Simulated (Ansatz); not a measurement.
# Residual resistivity of an alloy: Ag(111) with 4 layers of random Ag-Ru, 2x2

Aim: the residual resistivity of a random alloy, from Ag(111) with 4 layers of random Ag-Ru, 2x2 and longer regions.

Main program and level: Ansatz 0.2.0; Ansatz plane-wave DFT, PBE, PAW files; ballistic transport by layer matching (Landauer), zero bias; PAW set soft_1.

## 1. Set-up

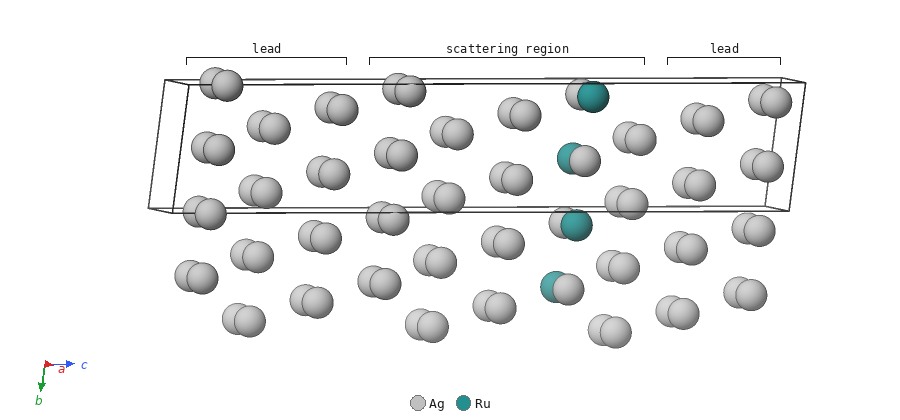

The cell as given, from the side, with the c axis across the page (silver light grey, ruthenium teal). 1×2×1 cells are drawn.

The cell holds 40 atoms: 38 Ag and 2 Ru. Its edges and angles: a = 5.779 Å, b = 5.779 Å, c = 23.651 Å, α = 93.5°, β = 86.5°, γ = 120.0°. It derives from Ag. Regions: lead, 24 atoms (24 Ag); scattering region, 16 atoms (14 Ag and 2 Ru). The structure is stacked along c, and the current runs across the ab planes.

## 2. With 4 alloy layers

In 4 layers a share of 0.125 of the sites is given to Ru at random. The layers about the cell's end stay perfect and serve as the lead. Energies from -0.05 to 0.05 eV in steps of 0.05 eV are too few for the program's thermal sum, so it prints no conductance; for a metal the transmission near the Fermi level serves, at a fraction of the cost.

input.yaml

```yaml
crystal:
  lattice:
    - [5.7787594586, 0.0, 0.0]
    - [-2.8893797293, 5.0045524935, 0.0]
    - [1.4446898646, -0.8340920822, 23.5916866996]
  atoms:
    - { symbol: Ag, position: [0.9916666667, 0.0083333333, 0.05] }
    - { symbol: Ag, position: [0.9916666667, 0.5083333333, 0.05] }
    - { symbol: Ag, position: [0.4916666667, 0.0083333333, 0.05] }
    - { symbol: Ag, position: [0.4916666667, 0.5083333333, 0.05] }
    - { symbol: Ag, position: [0.1416666667, 0.3583333333, 0.15] }
    - { symbol: Ag, position: [0.1416666667, 0.8583333333, 0.15] }
    - { symbol: Ag, position: [0.6416666667, 0.3583333333, 0.15] }
    - { symbol: Ag, position: [0.6416666667, 0.8583333333, 0.15] }
    - { symbol: Ag, position: [0.2916666667, 0.2083333333, 0.25] }
    - { symbol: Ag, position: [0.2916666667, 0.7083333333, 0.25] }
    - { symbol: Ag, position: [0.7916666667, 0.2083333333, 0.25] }
    - { symbol: Ag, position: [0.7916666667, 0.7083333333, 0.25] }
    - { symbol: Ag, position: [0.9416666667, 0.0583333333, 0.35] }
    - { symbol: Ag, position: [0.9416666667, 0.5583333333, 0.35] }
    - { symbol: Ag, position: [0.4416666667, 0.0583333333, 0.35] }
    - { symbol: Ag, position: [0.4416666667, 0.5583333333, 0.35] }
    - { symbol: Ag, position: [0.0916666667, 0.4083333333, 0.45] }
    - { symbol: Ag, position: [0.0916666667, 0.9083333333, 0.45] }
    - { symbol: Ag, position: [0.5916666667, 0.4083333333, 0.45] }
    - { symbol: Ag, position: [0.5916666667, 0.9083333333, 0.45] }
    - { symbol: Ag, position: [0.2416666667, 0.2583333333, 0.55] }
    - { symbol: Ag, position: [0.2416666667, 0.7583333333, 0.55] }
    - { symbol: Ag, position: [0.7416666667, 0.2583333333, 0.55] }
    - { symbol: Ag, position: [0.7416666667, 0.7583333333, 0.55] }
    - { symbol: Ru, position: [0.8916666667, 0.1083333333, 0.65] }
    - { symbol: Ag, position: [0.8916666667, 0.6083333333, 0.65] }
    - { symbol: Ag, position: [0.3916666667, 0.1083333333, 0.65] }
    - { symbol: Ru, position: [0.3916666667, 0.6083333333, 0.65] }
    - { symbol: Ag, position: [0.0416666667, 0.4583333333, 0.75] }
    - { symbol: Ag, position: [0.0416666667, 0.9583333333, 0.75] }
    - { symbol: Ag, position: [0.5416666667, 0.4583333333, 0.75] }
    - { symbol: Ag, position: [0.5416666667, 0.9583333333, 0.75] }
    - { symbol: Ag, position: [0.1916666667, 0.3083333333, 0.85] }
    - { symbol: Ag, position: [0.1916666667, 0.8083333333, 0.85] }
    - { symbol: Ag, position: [0.6916666667, 0.3083333333, 0.85] }
    - { symbol: Ag, position: [0.6916666667, 0.8083333333, 0.85] }
    - { symbol: Ag, position: [0.8416666667, 0.1583333333, 0.95] }
    - { symbol: Ag, position: [0.8416666667, 0.6583333333, 0.95] }
    - { symbol: Ag, position: [0.3416666667, 0.1583333333, 0.95] }
    - { symbol: Ag, position: [0.3416666667, 0.6583333333, 0.95] }
kpoints:
  mp_grid: { grid: [4, 4, 1] }
hamiltonian:
  xc: pbe
  pseudopotentials: { kind: paw, azcp: { folder: soft_1 } }
scf:
  occupations: { method: fermi_dirac, width: 0.1 }
output:
  transmission: { leads: [[0, 4]], kmesh: [8, 8], e_range: [-0.05, 0.05], de: 0.05 }
  write_potential: true
  write_density: true
  volumetric_format: npy
```

On the command line:

```console
$ ansatz run input.yaml --threads 4 --pin off --max-ram 15360MiB --backend cpu --events-out ev --progress --plain --runs-dir out
```

Numbers of over 12 decimals in the logs are rounded to 6 here.

Log:

```text
Engine: ansatz 0.2.0, aarch64-unknown-linux-gnu
Pseudopotentials: kind: paw
Pseudopotential: Ag, paw, valence charge 19, recommended cutoff 420 eV (normal), soft_1/Ag.paw.azcp
Pseudopotential: Ru, paw, valence charge 16, recommended cutoff 420 eV (normal), soft_1/Ru.paw.azcp
Functional definition: PBE
  parameter kappa = 0.804
  parameter beta = 0.066725
  exchange = pbe_x(kappa = kappa, mu = beta*pi^2/3)
  correlation = pbe_c(beta = beta)
Crystal: 40 atoms, lattice volume = 682.274 Å³
Basis set: ecut = 420 eV, 13363 PW (Γ)
Bands: 453, of which v1, the nominal top of the filled ones, is band 377 counted from 1 (376 counted from 0)
Symmetry: 8 space group operations
Space group: P2/m (ITA 10), of the structure as read, at distance tolerance 8.8e-5 Å
k-points: 7 of 16
Non-local potential: Ag, projectors of the file, l = 0: 3, l = 1: 2, l = 2: 2, l = 3: 1
Non-local potential: Ru, projectors of the file, l = 0: 3, l = 1: 2, l = 2: 2, l = 3: 1
PAW form: soft (Blöchl's): semilocal exchange-correlation on the pseudo side does not see the compensation charge
PAW one-centre angular grid: Ag, 590 points (default); XC on 64 Gauss nodes
PAW one-centre angular grid: Ru, 590 points (default); XC on 64 Gauss nodes
Initial density: superposition of atomic densities (chi_scale 0.1, normalization cell, long waves of neutral atoms (reshape's long-wave potential 2.00 eV rms, cloud 2.91 Å wide))
Initial wavefunctions: pseudopotential atomic-orbital guess
Functional: x = pbe(κ = 0.804, μ = 0.219515), c = pbe(β = 0.066725)
SCF iter   1: F=—  HF=-300208.570193 eV  |F-HF|=—  |Δ(HF+E_count)|=         —  Δρ=8.35e-2  dr2=9.20e1  ethr=3.10e-3  ⟨swp⟩=4.0  Hψ=9408  notcnv=0  defer=71
preconditioner: auto → Kerker (q_TF=auto, 2.774 Å⁻¹)  [metal: Δε(μ)=0.030 eV  Ē_g=9.991 eV  σ=0.100 eV  W_gap=0.07  n_scr=260 (ndim 8)  ℏωp=29.6 eV  f_vac=0.000  D(μ)=16.37/eV (n_scr^D=90)]
SCF iter   2: F=—  HF=-300199.691895 eV  |F-HF|=—  |Δ(HF+E_count)|=    8.88e0  Δρ=4.25e-2  dr2=2.71e1  ethr=3.10e-3  ⟨swp⟩=2.7  Hψ=5179  notcnv=0  defer=354
SCF iter   3: F=—  HF=-300196.838338 eV  |F-HF|=—  |Δ(HF+E_count)|=    2.85e0  Δρ=7.75e-3  dr2=5.92e-1  ethr=3.10e-3  ⟨swp⟩=2.0  Hψ=3252  notcnv=0  defer=354
SCF iter   4: F=—  HF=-300196.849860 eV  |F-HF|=—  |Δ(HF+E_count)|=   1.15e-2  Δρ=2.97e-3  dr2=1.46e-1  ethr=7.85e-5  ⟨swp⟩=2.1  Hψ=4508  notcnv=0  defer=354
SCF iter   5: F=—  HF=-300196.863437 eV  |F-HF|=—  |Δ(HF+E_count)|=   1.36e-2  Δρ=7.96e-4  dr2=2.09e-2  ethr=1.93e-5  ⟨swp⟩=1.0  Hψ=2810  notcnv=0  defer=354
SCF iter   6: F=—  HF=-300196.863042 eV  |F-HF|=—  |Δ(HF+E_count)|=   3.95e-4  Δρ=3.61e-4  dr2=8.17e-3  ethr=2.77e-6  ⟨swp⟩=2.0  Hψ=2889  notcnv=0  defer=354
SCF iter   7: F=—  HF=-300196.862885 eV  |F-HF|=—  |Δ(HF+E_count)|=   1.57e-4  Δρ=1.26e-4  dr2=1.08e-3  ethr=1.08e-6  ⟨swp⟩=1.0  Hψ=2810  notcnv=0  defer=354
SCF iter   8: F=—  HF=-300196.862919 eV  |F-HF|=—  |Δ(HF+E_count)|=   3.42e-5  Δρ=4.49e-5  dr2=4.30e-5  ethr=1.43e-7  ⟨swp⟩=1.0  Hψ=2810  notcnv=0  defer=354
SCF iter   9: F=—  HF=-300196.861996 eV  |F-HF|=—  |Δ(HF+E_count)|=   9.23e-4  Δρ=1.96e-5  dr2=1.66e-5  ethr=5.70e-9  ⟨swp⟩=2.0  Hψ=2952  notcnv=0  defer=354
SCF iter  10: F=—  HF=-300196.861996 eV  |F-HF|=—  |Δ(HF+E_count)|=   3.32e-7  Δρ=8.84e-6  dr2=6.81e-7  ethr=2.20e-9  ⟨swp⟩=1.0  Hψ=2810  notcnv=0  defer=354
SCF iter  11: F=—  HF=-300196.861996 eV  |F-HF|=—  |Δ(HF+E_count)|=   7.93e-8  Δρ=2.13e-6  dr2=1.13e-7  ethr=1.33e-11  ⟨swp⟩=9.1  Hψ=12204  notcnv=0
SCF iter  12: F=-300196.861996 eV  HF=-300196.861996 eV  |F-HF|=1.66e-8  |Δ(HF+E_count)|=   3.09e-9  Δρ=5.73e-7  dr2=1.78e-8  ethr=1.33e-11  ⟨swp⟩=2.0  Hψ=5835  notcnv=0
SCF 1 converged in 12 iterations: F = -300196.861996 eV  dr2 = 1.78e-8
  greatest PAW one-centre occupation: 1.001 electrons in one spin orbital (limit 2), on the Ag atom at site 26 (counted from 0), in its partial waves of l = 0
transmission: 72 of 651 steps passed
transmission: 138 of 651 steps passed
[...]
transmission: 651 of 651 steps passed
SCF converged after 12 iterations
Free energy (F): -300196.861996 eV
Harris-Foulkes:  -300196.861996 eV  (|F-HF|=1.66e-8)
Internal energy: -300196.324388 eV  (E = F + TS)
E sigma→0 (E₀):  -300196.593192 eV
Entropy (-TS):   -0.537607 eV (-13.440 meV/atom)
Fermi energy:    17.175603 eV
--- Per-component energies (eV) ---
  E_band       = -9255.181944
  E_kinetic    = 18688.031608
  E_local      = -82703.086437  (includes V_loc(G=0)·N_el)
  E_nonlocal   = 2035.933457
  E_hartree    = 40187.247471
  E_xc         = -6384.588476
  E_vxc        = -8081.122118  (∫ρ·V_xc dr)
  E_paw        = -157304.263970  (= ΣΔE_a)
  E_vpaw       = -19569.451882  (= ΣTr[D̂ρ^β])
  E_aug_tail   = 0.015740  (compensation charges beyond the density's cutoff)
  E_ewald      = -114715.613782
  E_smearing   = -0.537607  (= −TS)
  E_closure    = -0.000000  (closes the sum)
  Σ components = -300196.861996   (vs F -300196.861996, Δ=0.00e0)
--- Band table (eV; the first three rows and the last of 7) ---
  k-point 0: bands = [... 373 lower, 17.4575, 17.4610, 17.6711, 17.7800, 17.7858, 17.8167, 17.8183, 17.9002, ... 72 higher]
  k-point 1: bands = [... 373 lower, 16.8368, 16.9597, 16.9800, 17.0791, 17.2063, 17.3212, 17.3263, 17.3764, ... 72 higher]
  k-point 2: bands = [... 373 lower, 16.7412, 16.8124, 16.8124, 16.9268, 16.9268, 17.2678, 17.2678, 17.7086, ... 72 higher]
  k-point 6: bands = [... 373 lower, 16.7721, 16.8529, 16.8845, 16.9626, 17.2471, 17.4653, 17.5044, 17.6170, ... 72 higher]
--- Transmission ---
  basis      : 253 plane waves across, 31 finite elements along
  points     : 21, standing for a mesh of 8 x 8
  energies   : 3 from -0.050000 to 0.050000 eV about the Fermi level, 0.050000 eV apart; the leads are filled to 0.000000 eV, and channels, transmission and decay are at 0.000000 eV
  crystal 0  : Ag4, at the sites [0, 4], period 2.3592 Å, over 21.23 Å; its Hamiltonian steps by up to 17.8 meV
    offset         : up to 0.0000 Å between an atom of the period and one for which it stands
    channels       : 3.234375e0 a spin
    conductance    : none, the energies end too early or step too widely for 300 K: set another output.transmission.e_range or a lower de, or, where they end at an eighth of basis.ecutwfc, a higher one
  junction   : crystal 0 to crystal 0, 4.02 to 25.25 Å
    transmission   : 1.936134e0 a spin
    conductance    : none, the energies end too early or step too widely for 300 K: set another output.transmission.e_range or a lower de, or, where they end at an eighth of basis.ecutwfc, a higher one
```

It took 4.3 min on 4 threads of Arm Neoverse V1, shared host; peak memory 5.4 GiB; 15 min of CPU time.

In the SCF lines HF is the Harris–Foulkes energy and dr2 the Hartree energy of the density residual, in eV; the loop may stop once dr2 is under the threshold and the program's other checks hold. Hψ counts applications of the Hamiltonian.

This step gave:

```yaml
free_energy: -300196.8620 eV
energy_at_zero_smearing: -300196.5932 eV
fermi_energy: 17.18 eV
cell_area: 28.92 Å²
transmission_per_spin_nearest_the_fermi_level: 1.936
open_channels_per_spin_nearest_the_fermi_level: 3.234
step_of_the_lead_s_potential: 17.8 meV
```

Per spin. The transmission, zone mean by energy, zero at the Fermi level:

```tsv
energy (eV)	transmission, zone mean
-0.0500	1.92
0.0000	1.94
0.0500	1.97
```

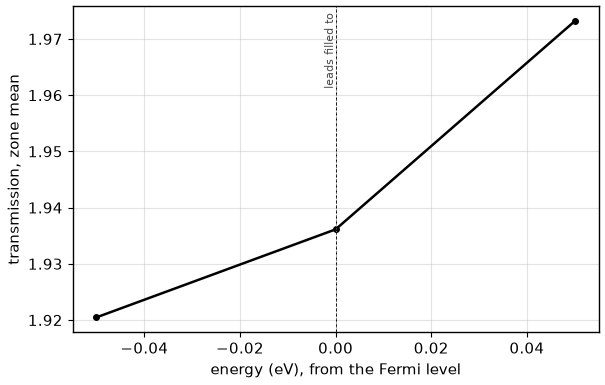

Transmission, zone mean against energy.

Per spin. Table of open channels, zone mean, lead by energy, zero at the Fermi level:

```tsv
energy (eV)	open channels, zone mean, lead
-0.0500	3.33
0.0000	3.23
0.0500	3.23
```

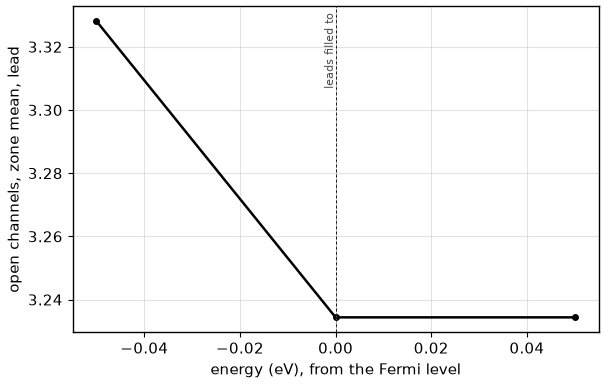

Open channels, zone mean, lead against energy.

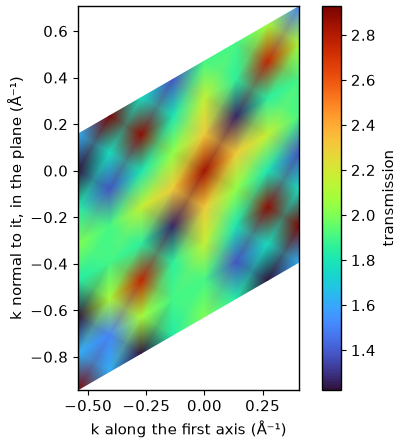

Transmission over k1 and k2. At 0.0000 eV from the Fermi level.

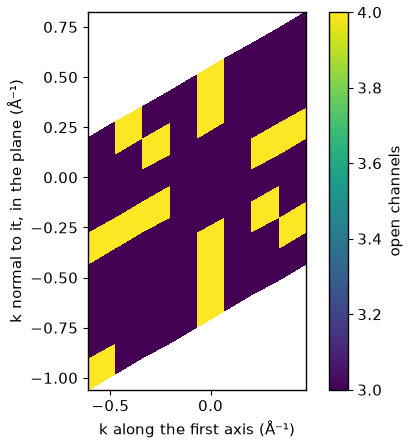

Open channels over k1 and k2. At 0.0000 eV from the Fermi level.

Over the solved energies the transmission per spin lies between 1.92 and 1.97, out of 3.27 channels of the lead on average (up to 3.33).

(Part 1 of 2 ends here.)

[Logs are printed without paths, hosts, clocks, repeated set-up lines and the standing remarks that a program may print on its own settings, such as how far it seeks lower states.]

[Hosts, paths, dates, database ids (printed as entryN), source tags and the programs' standing remarks are cut or masked in the printed files.]
